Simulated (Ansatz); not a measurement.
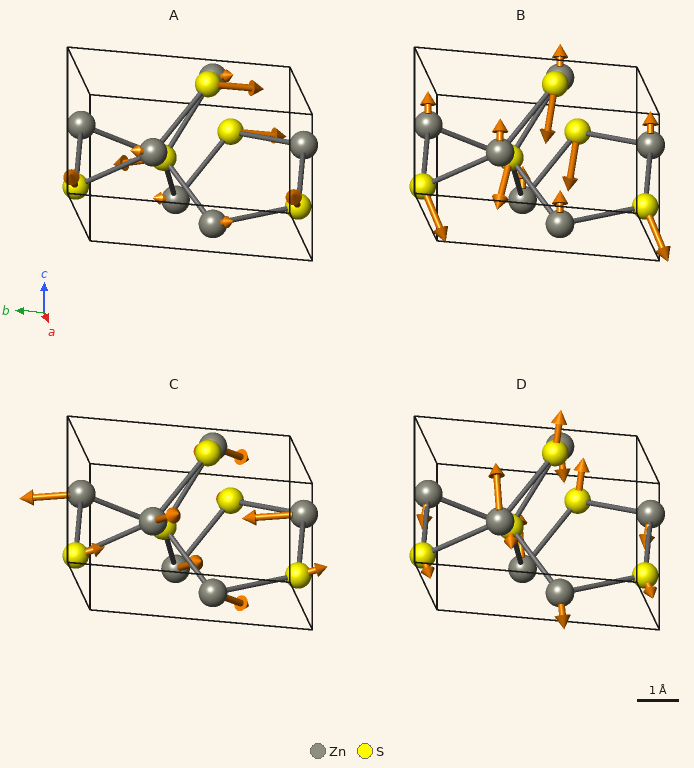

Four optical modes of a crystal of ZnS (a generated structure) at the zone centre, in no order (one member of each degenerate set). The orange arrows are the displacements of the atoms (eigenvector over the root of the mass), of arbitrary overall length and sign. A ball-and-stick model of the cell of the calculation, seen from a free direction.

Level of theory: DFT PBE, scalar-relativistic, plane waves, PAW (Ansatz). Settings: plane-wave cutoff 420 eV; k-point mesh 6 × 6 × 8; occupations fixed; no spin polarisation.

Frequencies are those without the non-analytic (LO–TO) term.

### Order them from the lowest to the highest frequency (imaginary ones first).

D (82 cm⁻¹), C (117 cm⁻¹), B (228 cm⁻¹), A (270 cm⁻¹). D, E: It mainly bends the S–Zn bonds; the kinetic energy is shared as Zn 82 %, S 18 %. C, A₂: It mainly bends the S–Zn bonds; the kinetic energy is shared as Zn 93 %, S 7 %. B, A₂: The kinetic energy is shared as S 70 %, Zn 30 %. A, A₁: Atoms of one kind move against one another, with no net shift of any sublattice; the kinetic energy is shared as S 87 %, Zn 13 %.
